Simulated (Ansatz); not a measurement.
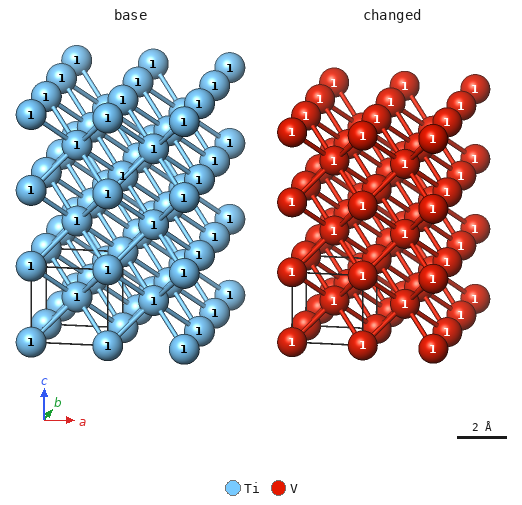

Left: solid Ti (set up in Im-3m). Right: the same structure after one change, at the same scale. Style: ball-and-stick. Shown: the conventional cell (2 times the calculation's cell), repeated 2 × 3 × 3 with one cell outlined, slightly off an axis. Lengths and directions refer to the drawn axes.

Level of theory: DFT PBEsol, scalar-relativistic, plane waves, PAW (Ansatz 0.2.0). (plane-wave cutoff 420 eV; occupations gaussian; smearing width 0.1 eV; no spin polarisation) The k-mesh is chosen for each cell (18×18×18, 20×20×20).

**Which change leads from the left to the right?**

Every titanium atom is replaced by vanadium, which gives V. Cell and atoms are relaxed again (to zero pressure within 0.1 GPa, forces under 0.01 eV/Å).

**And its effect?**

The volume per atom goes from 16.54 to 12.95 Å³. Both are metals. The volume changes by −21.7 %, with a = b = c 3.210 → 2.959 Å (−7.8 %). The space group stays Im-3m (No. 229).
